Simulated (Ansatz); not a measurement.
Run report: Mo, single-point calculation (part 2 of 2)

Mo (slab, 16 atoms in the cell); DFT PBEsol, scalar-relativistic, plane waves, PAW, no spin polarisation (Ansatz 0.2.0); cutoff 420 eV, 11×5×1 k-mesh, Gaussian smearing of 0.1 eV. The structure derives from an entry of the Crystallography Open Database. It belongs to a series of runs on one base structure; here: (2 1 0) slab cut from the bulk.

Geometry of the input (Å; fractional positions):
```
3.1293  0.0000  0.0000
0.0000  6.9973  0.0000
0.0000  0.0000  25.4960
Mo 0.5000  0.7000  0.2942
Mo 0.0000  0.4000  0.3216
Mo 0.5000  0.1000  0.3491
Mo 0.0000  0.8000  0.3765
Mo 0.5000  0.5000  0.4039
Mo 0.0000  0.2000  0.4314
Mo 0.5000  0.9000  0.4588
Mo 0.0000  0.6000  0.4863
Mo 0.5000  0.3000  0.5137
Mo 0.0000  0.0000  0.5412
Mo 0.5000  0.7000  0.5686
Mo 0.0000  0.4000  0.5961
Mo 0.5000  0.1000  0.6235
Mo 0.0000  0.8000  0.6509
Mo 0.5000  0.5000  0.6784
Mo 0.0000  0.2000  0.7058
```

### Output, continued
```
  k-point 0: bands = ["-54.0204", "-53.9492", "-53.8520", "-53.8210", "-53.8078", "-53.7850", "-53.7507", "-53.7409", "-53.7102", "-53.7028", "-53.7013", "-53.6117", "-53.5671", "-53.5651", "-53.5063", "-53.5018", "-28.5669", "-28.5641", "-28.4950", "-28.4855", "-28.3832", "-28.3820", "-28.3231", "-28.3198", "-28.2591", "-28.2543", "-28.2104", "-28.1987", "-28.1451", "-28.1196", "-28.0627", "-27.9615", "-27.9544", "-27.9293", "-27.8823", "-27.8768", "-27.8592", "-27.8085", "-27.7913", "-27.7508", "-27.7287", "-27.7203", "-27.7037", "-27.6547", "-27.6372", "-27.6359", "-27.6192", "-27.5768", "-27.5461", "-27.5078", "-27.4964", "-27.4638", "-27.4508", "-27.4461", "-27.3993", "-27.3833", "-27.3411", "-27.3256", "-27.3203", "-27.3055", "-27.2762", "-27.2482", "-27.2108", "-27.2091", "0.2054", "1.1644", "1.7794", "1.8822", "2.1687", "2.3058", "2.3217", "2.3915", "2.5407", "2.6495", "2.7574", "2.8769", "2.9453", "3.0433", "3.3238", "3.3815", "3.7720", "3.7737", "4.0221", "4.4342", "4.4415", "4.4476", "4.4836", "4.7443", "4.7645", "5.0199", "5.1582", "5.1698", "5.1902", "5.2954", "5.3761", "5.4548", "5.5598", "5.6030", "5.6648", "5.6909", "5.7221", "5.8442", "5.8544", "5.8610", "6.0489", "6.0940", "6.5807", "6.5831", "6.6657", "6.7969", "6.8004", "6.9484", "7.0325", "7.0739", "7.1711", "7.2257", "7.3845", "7.3953", "7.4722", "7.6333", "7.6986", "7.7954", "7.8469", "7.8772", "8.0206", "8.0362", "8.1548", "8.2495", "8.3406", "8.4314", "8.4349", "8.5493", "8.6087", "8.8666", "8.9661"]
  k-point 1: bands = ["-54.0105", "-53.9425", "-53.8783", "-53.8364", "-53.8097", "-53.7731", "-53.7521", "-53.7283", "-53.7130", "-53.7093", "-53.6865", "-53.6165", "-53.5607", "-53.5594", "-53.5106", "-53.5065", "-28.6380", "-28.6255", "-28.5068", "-28.4891", "-28.3612", "-28.3451", "-28.3120", "-28.2812", "-28.2396", "-28.2324", "-28.2105", "-28.1676", "-28.1041", "-28.0781", "-28.0571", "-27.9854", "-27.9853", "-27.9156", "-27.9137", "-27.9006", "-27.8565", "-27.7889", "-27.7822", "-27.7629", "-27.7516", "-27.7059", "-27.6915", "-27.6642", "-27.6604", "-27.6412", "-27.5905", "-27.5885", "-27.5490", "-27.5098", "-27.4834", "-27.4630", "-27.4534", "-27.4291", "-27.3998", "-27.3881", "-27.3370", "-27.3268", "-27.3243", "-27.3089", "-27.2889", "-27.2637", "-27.2187", "-27.2139", "0.3803", "1.3092", "1.8887", "2.0059", "2.0724", "2.1343", "2.1946", "2.3556", "2.4740", "2.7462", "2.8572", "2.8689", "2.8945", "2.9488", "3.2728", "3.3711", "3.6490", "3.6912", "3.8070", "4.0523", "4.1744", "4.1858", "4.4008", "4.6606", "4.7853", "4.9084", "5.1807", "5.2003", "5.3071", "5.3280", "5.5462", "5.5524", "5.6677", "5.7106", "5.8148", "5.8214", "5.8464", "5.8966", "5.9546", "6.0241", "6.1983", "6.3500", "6.4243", "6.5944", "6.6099", "6.8459", "6.9230", "6.9555", "7.0783", "7.1924", "7.2747", "7.3074", "7.3778", "7.3887", "7.5364", "7.5649", "7.6598", "7.8278", "7.9239", "7.9784", "8.1003", "8.1898", "8.2310", "8.2911", "8.3666", "8.5039", "8.5251", "8.5902", "8.7224", "8.8548", "8.9349"]
  k-point 2: bands = ["-53.9836", "-53.9379", "-53.9148", "-53.8541", "-53.8180", "-53.7685", "-53.7379", "-53.7302", "-53.7197", "-53.7040", "-53.6603", "-53.6326", "-53.5478", "-53.5449", "-53.5207", "-53.5184", "-28.7209", "-28.6593", "-28.5756", "-28.4277", "-28.3916", "-28.3693", "-28.2899", "-28.2415", "-28.1898", "-28.1844", "-28.1432", "-28.0980", "-28.0976", "-28.0523", "-28.0499", "-28.0023", "-27.9812", "-27.9560", "-27.9187", "-27.8843", "-27.8701", "-27.8175", "-27.7882", "-27.7512", "-27.7310", "-27.7257", "-27.7139", "-27.6849", "-27.6606", "-27.6316", "-27.5990", "-27.5596", "-27.5475", "-27.5246", "-27.4838", "-27.4824", "-27.4459", "-27.4073", "-27.3892", "-27.3692", "-27.3437", "-27.3245", "-27.3229", "-27.3208", "-27.3124", "-27.3049", "-27.2264", "-27.2199", "0.8716", "1.5527", "1.7193", "1.9062", "1.9967", "2.1838", "2.2425", "2.3893", "2.4741", "2.5810", "2.6089", "2.8287", "2.9380", "3.0079", "3.1223", "3.1837", "3.3626", "3.5168", "3.7075", "3.8739", "3.8846", "4.0503", "4.2656", "4.3867", "4.5923", "5.0192", "5.1005", "5.2397", "5.2527", "5.6034", "5.6122", "5.6627", "5.7183", "5.7995", "5.8689", "5.9035", "6.0753", "6.0891", "6.1383", "6.2226", "6.3996", "6.4719", "6.6312", "6.7048", "6.8427", "6.9161", "6.9910", "7.0309", "7.1366", "7.2467", "7.2590", "7.3929", "7.4760", "7.6972", "7.7380", "7.7867", "7.8483", "7.9228", "7.9618", "8.0228", "8.0856", "8.1280", "8.2517", "8.2924", "8.3661", "8.4288", "8.4850", "8.6142", "8.6183", "8.6775", "8.8403"]
  k-point 17: bands = ["-53.8235", "-53.8180", "-53.7822", "-53.7667", "-53.7575", "-53.7440", "-53.7425", "-53.7385", "-53.7338", "-53.7324", "-53.6836", "-53.6835", "-53.5648", "-53.5648", "-53.5534", "-53.5534", "-28.6964", "-28.6893", "-28.6067", "-28.5614", "-28.5384", "-28.5239", "-28.4933", "-28.4463", "-28.3907", "-28.3734", "-28.2912", "-28.2718", "-28.2137", "-28.1938", "-28.1292", "-28.0262", "-28.0052", "-27.9601", "-27.9219", "-27.8775", "-27.8652", "-27.8462", "-27.8252", "-27.8219", "-27.7899", "-27.7743", "-27.7664", "-27.7412", "-27.7254", "-27.7219", "-27.6957", "-27.6736", "-27.6615", "-27.6512", "-27.5338", "-27.5005", "-27.4920", "-27.4780", "-27.4443", "-27.4183", "-27.4017", "-27.3876", "-27.3756", "-27.3591", "-27.3127", "-27.2989", "-27.2735", "-27.2628", "2.0208", "2.0476", "2.4277", "2.5444", "2.6868", "2.7383", "2.8657", "3.0088", "3.2421", "3.3115", "3.4842", "3.5606", "3.7420", "3.8155", "3.8828", "3.9184", "3.9387", "4.0146", "4.1230", "4.2497", "4.2727", "4.3189", "4.3773", "4.4089", "4.4531", "4.4933", "4.6116", "4.6673", "4.8112", "4.8461", "5.0519", "5.1352", "5.1976", "5.3133", "5.4789", "5.5376", "5.7879", "5.7956", "5.9242", "6.0355", "6.3626", "6.3984", "6.5493", "6.6713", "7.0740", "7.1125", "7.3263", "7.4961", "7.7379", "7.8111", "7.8789", "7.9737", "8.0633", "8.1699", "8.3234", "8.3752", "8.4832", "8.5710", "8.6562", "8.7403", "8.8710", "8.9183", "9.0324", "9.1250", "9.1781", "9.2377", "9.4089", "9.4790", "9.5068", "9.5782", "9.6136"]
```

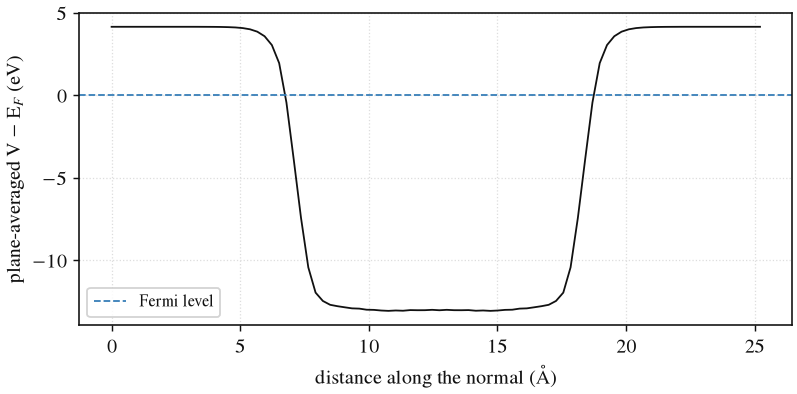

Fig. 1: Plane average of the electrostatic potential energy of an electron across the cell, from the Fermi level. The vacuum level lies 4.14 eV above the Fermi level.

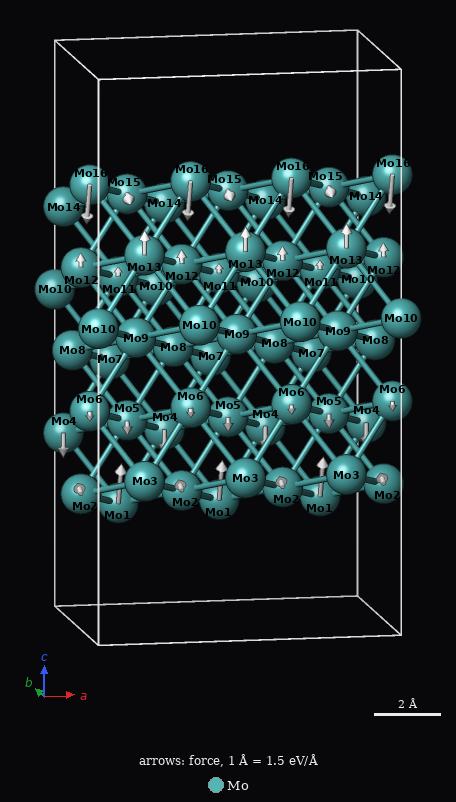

Fig. 2: Forces on the atoms as white arrows (ball-and-stick view of the 3 × 1 repeat of the cell, with the vacuum cut short, seen slightly off an axis; atoms are numbered from 1 in the order of the input); the smallest are left out. The largest act on Mo1, Mo16 (2.13 eV/Å); Mo4, Mo13 (1.19 eV/Å); Mo2, Mo15 (0.90 eV/Å); Mo5, Mo12 (0.70 eV/Å). The geometry is not a stationary point of this energy.

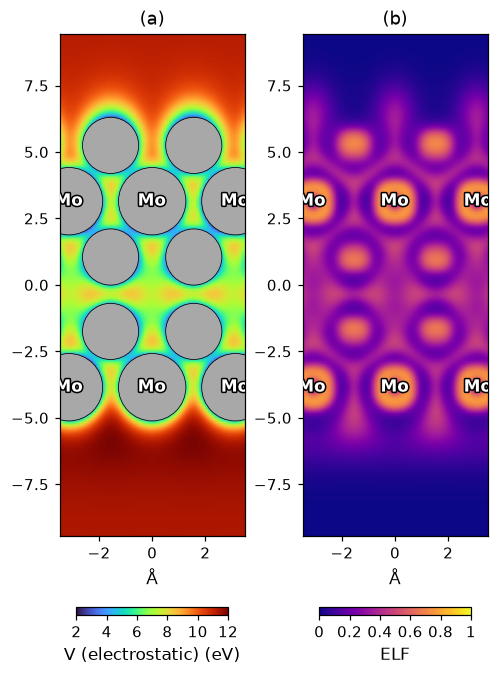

Fig. 3: (a) electrostatic potential energy of an electron; (b) electron localisation function on the (010) plane of the calculation cell, a cut from vacuum to vacuum. Grey discs, where drawn, cover atomic cores. The strong features right at Mo lie inside the PAW spheres (semicore, d or f shells) and say nothing about bonding. In a PAW calculation such maps are meaningful between the atoms, not at the nuclei.

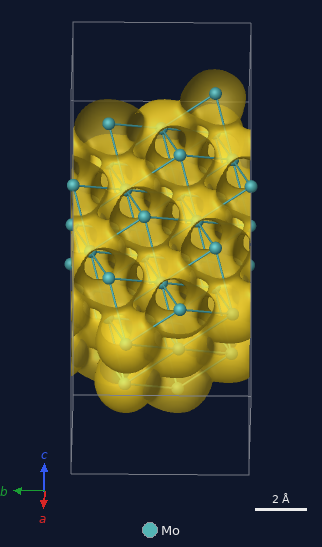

Fig. 4: Isosurface of the valence pseudo-density at 0.3 e/Å³ (yellow), seen at an oblique angle. Sticks mark near contacts. At this value the density is joined into sheets; it holds about 90 % of the electrons treated as valence (semicore included). On the grid the lowest density along these lines, outside the cores, is 0.39 e/Å³ (Mo–Mo, 2.71 Å).
